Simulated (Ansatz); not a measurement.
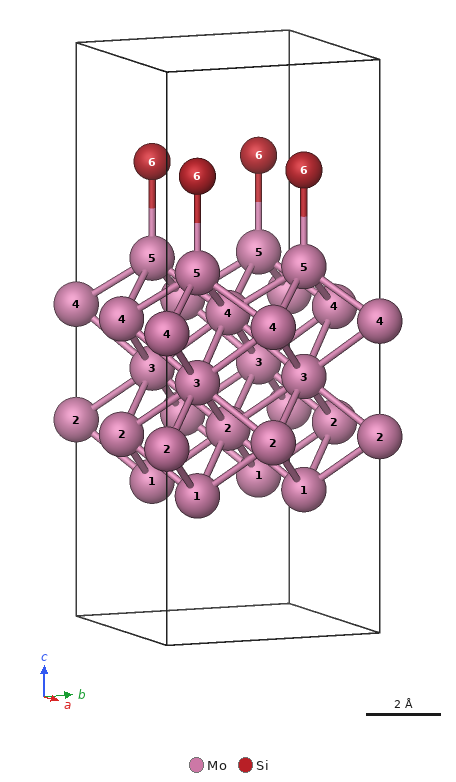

The structure as given in the input (ball-and-stick view of the 2 × 2 repeat of the cell, with the vacuum cut short, seen slightly off an axis; atoms are numbered from 1 in the order of the input). An atom can appear more than once, as a periodic image.

## Mo5Si: geometry relaxation (part 1 of 2)

The run: geometry relaxation of Mo5Si (slab, 6 atoms in the cell). Method and program: DFT PBE, scalar-relativistic, plane waves, PAW, no spin polarisation (Ansatz 0.2.0).

The structure derives from an entry of the Crystallography Open Database. The input holds or restrains some coordinates. Forces given for the steps count only the free coordinates. Figures and captions count atoms from 1; the log counts them from 0 in places.

## What the program printed
```
Engine: ansatz 0.2.0, aarch64-unknown-linux-gnu
Pseudopotentials: kind: paw
Pseudopotential: Mo, paw, valence charge 14, recommended cutoff 420 eV (normal), Mo.paw.azcp
Pseudopotential: Si, paw, valence charge 4, recommended cutoff 420 eV (normal), Si.paw.azcp
Functional definition: PBE
  parameter kappa = 0.804
  parameter beta = 0.06672455060314922
  exchange = pbe_x(kappa = kappa, mu = beta*pi^2/3)
  correlation = pbe_c(beta = beta)
Crystal: 6 atoms, lattice volume = 252.915 Å³
Basis set: ecut = 420 eV, 4973 PW (Γ), exchange–correlation on 48×48×360 points (8 copies of the dense FFT grid, shifted against one another)
Bands: 45, of which v1, the nominal top of the filled ones, is band 37 counted from 1 (36 counted from 0)
Symmetry: 8 space group operations
Space group: P4mm (ITA 99), of the structure as read, at distance tolerance 6.3e-5 Å
k-points: 15 of 81
Non-local potential: Mo, projectors of the file, l = 0: 3, l = 1: 2, l = 2: 2, l = 3: 1
Non-local potential: Si, projectors of the file, l = 0: 2, l = 1: 2, l = 2: 2
PAW form: soft (Blöchl's): semilocal exchange-correlation on the pseudo side does not see the compensation charge
PAW one-centre angular grid: Mo, 590 points (default); XC on 64 Gauss nodes
PAW one-centre angular grid: Si, 110 points (default); XC on 64 Gauss nodes
Initial density: superposition of atomic densities (neutral atoms: chi_scale 0, normalization atom), corrected by the library's trained network
Initial wavefunctions: pseudopotential atomic-orbital guess
Functional: x = pbe(κ = 0.804, μ = 0.2195149727645171), c = pbe(β = 0.06672455060314922)
SCF iter   1: F=—  HF=-25411.010804 eV  |F-HF|=—  |Δ(HF+E_count)|=         —  Δρ=7.81e-3  dr2=1.93e0  ethr=1.77e-3  p=-0.044 e·Å  D=-3.17e-2 V/Å  ΔV_dip=0.80 eV  dr2_dipole=7.87e-1  V_vac-E_F(+/−)=4.87/4.07 eV  ⟨swp⟩=8.5  Hψ=3221  notcnv=0
efield: sawtooth ramp at fractional position 0.9597 (placed from the atoms, in the widest stretch of the axis that holds none; the zero of the levels goes with the place), width 0.1000; the density the first Hamiltonian is built on has a dipole p = -0.044 e·Å; the dipole correction subtracts the counter field D = -3.17e-2 V/Å, which shifts the + side's vacuum level by +0.80 eV against the − side's; the planar-averaged density in the ramp window peaks in size at 1.6e-5 e/Å³
preconditioner: auto → LDOS  [metal: Δε(μ)=0.012 eV  Ē_g=3.806 eV  σ=0.100 eV  W_gap=0.07  n_scr=52 (ndim 8)  ℏωp=13.6 eV  f_vac=0.508  D(μ)=8.01/eV (n_scr^D=62)  β→1.0]
SCF iter   2: F=—  HF=-25410.957182 eV  |F-HF|=—  |Δ(HF+E_count)|=   5.36e-2  Δρ=3.48e-3  dr2=7.06e-2  ethr=1.77e-3  p=-0.054 e·Å  D=-3.84e-2 V/Å  ΔV_dip=0.97 eV  dr2_dipole=1.09e-3  V_vac-E_F(+/−)=4.93/3.95 eV  ⟨swp⟩=1.6  Hψ=806  notcnv=0  defer=8
SCF iter   3: F=—  HF=-25410.952408 eV  |F-HF|=—  |Δ(HF+E_count)|=   4.77e-3  Δρ=1.67e-3  dr2=1.97e-2  ethr=9.53e-5  p=-0.057 e·Å  D=-4.11e-2 V/Å  ΔV_dip=1.04 eV  dr2_dipole=3.77e-3  V_vac-E_F(+/−)=4.99/3.95 eV  ⟨swp⟩=2.0  Hψ=910  notcnv=0  defer=21
SCF iter   4: F=—  HF=-25410.951397 eV  |F-HF|=—  |Δ(HF+E_count)|=   1.01e-3  Δρ=4.75e-4  dr2=4.35e-3  ethr=2.67e-5  p=-0.058 e·Å  D=-4.17e-2 V/Å  ΔV_dip=1.06 eV  dr2_dipole=1.06e-3  V_vac-E_F(+/−)=5.00/3.94 eV  ⟨swp⟩=2.2  Hψ=818  notcnv=0  defer=15
SCF iter   5: F=—  HF=-25410.951185 eV  |F-HF|=—  |Δ(HF+E_count)|=   2.12e-4  Δρ=1.11e-4  dr2=2.37e-4  ethr=5.87e-6  p=-0.059 e·Å  D=-4.20e-2 V/Å  ΔV_dip=1.06 eV  dr2_dipole=2.71e-5  V_vac-E_F(+/−)=5.01/3.94 eV  ⟨swp⟩=1.8  Hψ=812  notcnv=0  defer=13
SCF iter   6: F=-25410.951168 eV  HF=-25410.951187 eV  |F-HF|=1.90e-5  |Δ(HF+E_count)|=   1.72e-6  Δρ=4.51e-5  dr2=2.06e-5  ethr=3.04e-8  p=-0.059 e·Å  D=-4.23e-2 V/Å  ΔV_dip=1.07 eV  dr2_dipole=2.72e-6  V_vac-E_F(+/−)=5.01/3.94 eV  ⟨swp⟩=20.9  Hψ=7237  notcnv=0
SCF 1 converged in 6 iterations: F = -25410.951168 eV  dr2 = 2.06e-5
  greatest PAW one-centre occupation: 0.998 electrons in one spin orbital (limit 2), on the Mo atom at site 4 (counted from 0), in its partial waves of l = 0
relax step   1: F+E_penalty+E_count = -25410.95116771 eV  Δ(F+E_penalty+E_count) = +0.000e0 eV  max|allowed force component| = 1.718e0 eV/Å  Δτ_max = 0.0000 Å  (6 SCF iters, dr2 threshold 2.25e-5 eV, accepted)
Initial density: handed on by an earlier stage of this run
Initial wavefunctions: those handed on with the density
iter 1 solved again at ethr=1.54e-3 eV; its pass at ethr=3.10e-3 eV (dr2=1.14e0 eV) is discarded
SCF iter   1: F=—  HF=-25411.186365 eV  |F-HF|=—  |Δ(HF+E_count)|=         —  Δρ=9.33e-3  dr2=1.19e0  ethr=1.54e-3  p=-0.059 e·Å  D=-4.23e-2 V/Å  ΔV_dip=1.07 eV  dr2_dipole=2.87e-1  V_vac-E_F(+/−)=5.04/3.97 eV  ⟨swp⟩=1.3  Hψ=2347  notcnv=0  defer=20
efield: sawtooth ramp at fractional position 0.9597 (handed on by an earlier solve), width 0.1000; the density the first Hamiltonian is built on has a dipole p = -0.059 e·Å; the dipole correction subtracts the counter field D = -4.23e-2 V/Å, which shifts the + side's vacuum level by +1.07 eV against the − side's; the planar-averaged density in the ramp window peaks in size at 2.6e-6 e/Å³
preconditioner: auto → LDOS  [metal: Δε(μ)=0.004 eV  Ē_g=3.785 eV  σ=0.100 eV  W_gap=0.02  n_scr=52 (ndim 8)  ℏωp=13.6 eV  f_vac=0.512  D(μ)=8.14/eV (n_scr^D=62)  β→1.0]
SCF iter   2: F=—  HF=-25411.144787 eV  |F-HF|=—  |Δ(HF+E_count)|=   4.16e-2  Δρ=7.22e-3  dr2=3.79e-1  ethr=1.54e-3  p=-0.056 e·Å  D=-4.04e-2 V/Å  ΔV_dip=1.02 eV  dr2_dipole=7.80e-2  V_vac-E_F(+/−)=5.00/3.97 eV  ⟨swp⟩=2.3  Hψ=972  notcnv=0  defer=20
SCF iter   3: F=—  HF=-25411.117333 eV  |F-HF|=—  |Δ(HF+E_count)|=   2.75e-2  Δρ=2.58e-3  dr2=8.36e-2  ethr=5.12e-4  p=-0.064 e·Å  D=-4.55e-2 V/Å  ΔV_dip=1.15 eV  dr2_dipole=1.43e-2  V_vac-E_F(+/−)=5.12/3.97 eV  ⟨swp⟩=2.0  Hψ=1102  notcnv=0  defer=21
SCF iter   4: F=—  HF=-25411.112698 eV  |F-HF|=—  |Δ(HF+E_count)|=   4.64e-3  Δρ=7.54e-4  dr2=9.76e-3  ethr=1.13e-4  p=-0.063 e·Å  D=-4.48e-2 V/Å  ΔV_dip=1.13 eV  dr2_dipole=3.55e-3  V_vac-E_F(+/−)=5.10/3.97 eV  ⟨swp⟩=2.0  Hψ=775  notcnv=0  defer=21
SCF iter   5: F=—  HF=-25411.111948 eV  |F-HF|=—  |Δ(HF+E_count)|=   7.49e-4  Δρ=1.57e-4  dr2=9.16e-4  ethr=1.32e-5  p=-0.062 e·Å  D=-4.46e-2 V/Å  ΔV_dip=1.13 eV  dr2_dipole=4.08e-4  V_vac-E_F(+/−)=5.10/3.97 eV  ⟨swp⟩=2.0  Hψ=889  notcnv=0  defer=21
SCF iter   6: F=-25411.111910 eV  HF=-25411.111931 eV  |F-HF|=2.10e-5  |Δ(HF+E_count)|=   1.76e-5  Δρ=5.02e-5  dr2=2.11e-5  ethr=1.35e-7  p=-0.062 e·Å  D=-4.45e-2 V/Å  ΔV_dip=1.13 eV  dr2_dipole=4.90e-6  V_vac-E_F(+/−)=5.09/3.97 eV  ⟨swp⟩=22.8  Hψ=7481  notcnv=0
SCF 2 converged in 6 iterations: F = -25411.111910 eV  dr2 = 2.11e-5
relax step   2: F+E_penalty+E_count = -25411.11190983 eV  Δ(F+E_penalty+E_count) = -1.607e-1 eV  max|allowed force component| = 5.854e-1 eV/Å  Δτ_max = 0.1384 Å  (6 SCF iters, dr2 threshold 1.00e-4 eV, accepted)
iter 1 solved again at ethr=3.27e-4 eV; its pass at ethr=3.10e-3 eV (dr2=2.42e-1 eV) is discarded
SCF iter   1: F=—  HF=-25411.148087 eV  |F-HF|=—  |Δ(HF+E_count)|=         —  Δρ=6.04e-3  dr2=2.50e-1  ethr=3.27e-4  p=-0.062 e·Å  D=-4.45e-2 V/Å  ΔV_dip=1.13 eV  dr2_dipole=8.79e-3  V_vac-E_F(+/−)=5.11/3.98 eV  ⟨swp⟩=1.7  Hψ=2258  notcnv=0  defer=23
efield: sawtooth ramp at fractional position 0.9597 (handed on by an earlier solve), width 0.1000; the density the first Hamiltonian is built on has a dipole p = -0.062 e·Å; the dipole correction subtracts the counter field D = -4.45e-2 V/Å, which shifts the + side's vacuum level by +1.13 eV against the − side's; the planar-averaged density in the ramp window peaks in size at 2.0e-6 e/Å³
preconditioner: auto → LDOS  [metal: Δε(μ)=0.019 eV  Ē_g=3.817 eV  σ=0.100 eV  W_gap=0.10  n_scr=52 (ndim 8)  ℏωp=13.6 eV  f_vac=0.516  D(μ)=7.02/eV (n_scr^D=54)  β→1.0]
SCF iter   2: F=—  HF=-25411.132797 eV  |F-HF|=—  |Δ(HF+E_count)|=   1.53e-2  Δρ=3.46e-3  dr2=5.74e-2  ethr=3.27e-4  p=-0.061 e·Å  D=-4.40e-2 V/Å  ΔV_dip=1.11 eV  dr2_dipole=2.07e-6  V_vac-E_F(+/−)=5.08/3.96 eV  ⟨swp⟩=2.5  Hψ=1091  notcnv=0  defer=23
SCF iter   3: F=—  HF=-25411.125292 eV  |F-HF|=—  |Δ(HF+E_count)|=   7.51e-3  Δρ=1.33e-3  dr2=1.17e-2  ethr=7.75e-5  p=-0.062 e·Å  D=-4.45e-2 V/Å  ΔV_dip=1.13 eV  dr2_dipole=2.60e-4  V_vac-E_F(+/−)=5.09/3.96 eV  ⟨swp⟩=2.1  Hψ=1110  notcnv=0  defer=23
SCF iter   4: F=—  HF=-25411.124170 eV  |F-HF|=—  |Δ(HF+E_count)|=   1.12e-3  Δρ=2.88e-4  dr2=8.21e-4  ethr=1.58e-5  p=-0.062 e·Å  D=-4.40e-2 V/Å  ΔV_dip=1.11 eV  dr2_dipole=4.75e-5  V_vac-E_F(+/−)=5.07/3.96 eV  ⟨swp⟩=2.0  Hψ=889  notcnv=0  defer=23
SCF iter   5: F=—  HF=-25411.124070 eV  |F-HF|=—  |Δ(HF+E_count)|=   9.93e-5  Δρ=1.05e-4  dr2=1.14e-4  ethr=1.11e-6  p=-0.062 e·Å  D=-4.40e-2 V/Å  ΔV_dip=1.11 eV  dr2_dipole=2.73e-6  V_vac-E_F(+/−)=5.07/3.95 eV  ⟨swp⟩=2.0  Hψ=916  notcnv=0  defer=23
SCF iter   6: F=-25411.124068 eV  HF=-25411.124070 eV  |F-HF|=2.22e-6  |Δ(HF+E_count)|=   9.08e-8  Δρ=2.87e-5  dr2=4.29e-6  ethr=2.89e-8  p=-0.062 e·Å  D=-4.41e-2 V/Å  ΔV_dip=1.12 eV  dr2_dipole=2.44e-9  V_vac-E_F(+/−)=5.07/3.95 eV  ⟨swp⟩=20.9  Hψ=7070  notcnv=0
SCF 3 converged in 6 iterations: F = -25411.124068 eV  dr2 = 4.29e-6
relax step   3: F+E_penalty+E_count = -25411.12406792 eV  Δ(F+E_penalty+E_count) = -1.216e-2 eV  max|allowed force component| = 2.371e-1 eV/Å  Δτ_max = 0.1033 Å  (6 SCF iters, dr2 threshold 2.14e-5 eV, accepted)
SCF iter   1: F=—  HF=-25411.134651 eV  |F-HF|=—  |Δ(HF+E_count)|=         —  Δρ=2.75e-3  dr2=4.41e-2  ethr=8.65e-4  p=-0.062 e·Å  D=-4.41e-2 V/Å  ΔV_dip=1.12 eV  dr2_dipole=4.19e-4  V_vac-E_F(+/−)=5.06/3.94 eV  ⟨swp⟩=2.7  Hψ=1257  notcnv=0  defer=22
efield: sawtooth ramp at fractional position 0.9597 (handed on by an earlier solve), width 0.1000; the density the first Hamiltonian is built on has a dipole p = -0.062 e·Å; the dipole correction subtracts the counter field D = -4.41e-2 V/Å, which shifts the + side's vacuum level by +1.12 eV against the − side's; the planar-averaged density in the ramp window peaks in size at 2.5e-6 e/Å³
preconditioner: auto → LDOS  [metal: Δε(μ)=0.028 eV  Ē_g=3.798 eV  σ=0.100 eV  W_gap=0.15  n_scr=52 (ndim 8)  ℏωp=13.6 eV  f_vac=0.514  D(μ)=7.17/eV (n_scr^D=54)  β→1.0]
SCF iter   2: F=—  HF=-25411.131860 eV  |F-HF|=—  |Δ(HF+E_count)|=   2.79e-3  Δρ=1.39e-3  dr2=9.68e-3  ethr=5.96e-5  p=-0.063 e·Å  D=-4.49e-2 V/Å  ΔV_dip=1.14 eV  dr2_dipole=2.06e-6  V_vac-E_F(+/−)=5.08/3.95 eV  ⟨swp⟩=2.1  Hψ=1085  notcnv=0  defer=23
SCF iter   3: F=—  HF=-25411.130120 eV  |F-HF|=—  |Δ(HF+E_count)|=   1.74e-3  Δρ=4.57e-4  dr2=1.62e-3  ethr=1.31e-5  p=-0.062 e·Å  D=-4.42e-2 V/Å  ΔV_dip=1.12 eV  dr2_dipole=2.08e-4  V_vac-E_F(+/−)=5.07/3.95 eV  ⟨swp⟩=2.6  Hψ=1087  notcnv=0  defer=23
SCF iter   4: F=—  HF=-25411.129955 eV  |F-HF|=—  |Δ(HF+E_count)|=   1.66e-4  Δρ=1.14e-4  dr2=1.49e-4  ethr=2.18e-6  p=-0.062 e·Å  D=-4.46e-2 V/Å  ΔV_dip=1.13 eV  dr2_dipole=2.12e-5  V_vac-E_F(+/−)=5.08/3.95 eV  ⟨swp⟩=2.7  Hψ=968  notcnv=0  defer=23
SCF iter   5: F=—  HF=-25411.129946 eV  |F-HF|=—  |Δ(HF+E_count)|=   8.72e-6  Δρ=4.04e-5  dr2=1.46e-5  ethr=2.01e-7  p=-0.062 e·Å  D=-4.46e-2 V/Å  ΔV_dip=1.13 eV  dr2_dipole=1.41e-6  V_vac-E_F(+/−)=5.08/3.95 eV  ⟨swp⟩=2.2  Hψ=964  notcnv=0  defer=23
SCF iter   6: F=-25411.129945 eV  HF=-25411.129946 eV  |F-HF|=2.58e-7  |Δ(HF+E_count)|=   1.52e-7  Δρ=1.20e-5  dr2=6.39e-7  ethr=8.82e-9  p=-0.062 e·Å  D=-4.46e-2 V/Å  ΔV_dip=1.13 eV  dr2_dipole=1.71e-8  V_vac-E_F(+/−)=5.08/3.95 eV  ⟨swp⟩=20.9  Hψ=6668  notcnv=0
SCF 4 converged in 6 iterations: F = -25411.129945 eV  dr2 = 6.39e-7
relax step   4: F+E_penalty+E_count = -25411.12994545 eV  Δ(F+E_penalty+E_count) = -5.878e-3 eV  max|allowed force component| = 3.926e-2 eV/Å  Δτ_max = 0.0556 Å  (6 SCF iters, dr2 threshold 6.53e-6 eV, accepted)
SCF iter   1: F=—  HF=-25411.130032 eV  |F-HF|=—  |Δ(HF+E_count)|=         —  Δρ=2.66e-4  dr2=5.21e-4  ethr=6.03e-6  p=-0.062 e·Å  D=-4.46e-2 V/Å  ΔV_dip=1.13 eV  dr2_dipole=7.05e-5  V_vac-E_F(+/−)=5.08/3.95 eV  ⟨swp⟩=2.0  Hψ=1131  notcnv=0
efield: sawtooth ramp at fractional position 0.9597 (handed on by an earlier solve), width 0.1000; the density the first Hamiltonian is built on has a dipole p = -0.062 e·Å; the dipole correction subtracts the counter field D = -4.46e-2 V/Å, which shifts the + side's vacuum level by +1.13 eV against the − side's; the planar-averaged density in the ramp window peaks in size at 2.0e-6 e/Å³
preconditioner: auto → LDOS  [metal: Δε(μ)=0.019 eV  Ē_g=3.798 eV  σ=0.100 eV  W_gap=0.11  n_scr=52 (ndim 8)  ℏωp=13.6 eV  f_vac=0.514  D(μ)=7.20/eV (n_scr^D=54)  β→1.0]
SCF iter   2: F=—  HF=-25411.130016 eV  |F-HF|=—  |Δ(HF+E_count)|=   1.66e-5  Δρ=1.82e-4  dr2=2.09e-4  ethr=7.04e-7  p=-0.062 e·Å  D=-4.44e-2 V/Å  ΔV_dip=1.12 eV  dr2_dipole=2.14e-5  V_vac-E_F(+/−)=5.08/3.95 eV  ⟨swp⟩=2.6  Hψ=1079  notcnv=0
SCF iter   3: F=—  HF=-25411.129989 eV  |F-HF|=—  |Δ(HF+E_count)|=   2.65e-5  Δρ=4.82e-5  dr2=2.80e-5  ethr=2.83e-7  p=-0.062 e·Å  D=-4.46e-2 V/Å  ΔV_dip=1.13 eV  dr2_dipole=2.21e-6  V_vac-E_F(+/−)=5.08/3.95 eV  ⟨swp⟩=2.4  Hψ=968  notcnv=0
SCF iter   4: F=—  HF=-25411.130075 eV  |F-HF|=—  |Δ(HF+E_count)|=   8.59e-5  Δρ=1.14e-5  dr2=2.61e-6  ethr=3.79e-8  p=-0.062 e·Å  D=-4.45e-2 V/Å  ΔV_dip=1.13 eV  dr2_dipole=4.16e-7  V_vac-E_F(+/−)=5.08/3.95 eV  ⟨swp⟩=2.1  Hψ=887  notcnv=0
SCF iter   5: F=—  HF=-25411.130075 eV  |F-HF|=—  |Δ(HF+E_count)|=   7.15e-8  Δρ=4.18e-6  dr2=1.70e-7  ethr=3.53e-9  p=-0.062 e·Å  D=-4.45e-2 V/Å  ΔV_dip=1.13 eV  dr2_dipole=3.50e-8  V_vac-E_F(+/−)=5.08/3.95 eV  ⟨swp⟩=2.0  Hψ=846  notcnv=0
SCF iter   6: F=-25411.130075 eV  HF=-25411.130075 eV  |F-HF|=9.06e-10  |Δ(HF+E_count)|=   2.44e-8  Δρ=1.19e-6  dr2=8.10e-9  ethr=1.35e-10  p=-0.062 e·Å  D=-4.45e-2 V/Å  ΔV_dip=1.13 eV  dr2_dipole=4.03e-10  V_vac-E_F(+/−)=5.08/3.95 eV  ⟨swp⟩=15.5  Hψ=5359  notcnv=0
SCF 5 converged in 6 iterations: F = -25411.130075 eV  dr2 = 8.10e-9
relax step   5: F+E_penalty+E_count = -25411.13007514 eV  Δ(F+E_penalty+E_count) = -1.297e-4 eV  max|allowed force component| = 2.393e-3 eV/Å  Δτ_max = 0.0066 Å  (6 SCF iters, accepted)
```

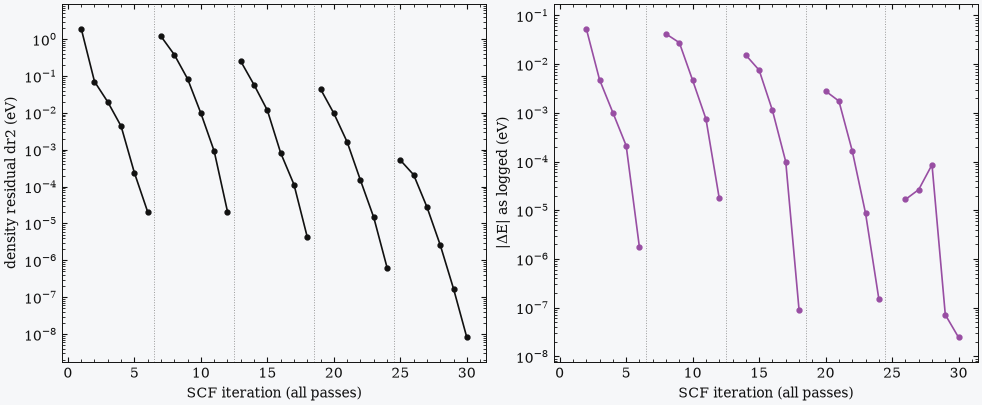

Convergence of the self-consistent field: density residual dr2 and size of the energy change against the SCF iteration. The dotted lines part the SCF passes of the relaxation: geometry steps, rejected trials and re-solves on a re-selected basis. The 5 passes take 6 iterations each, 30 in all.
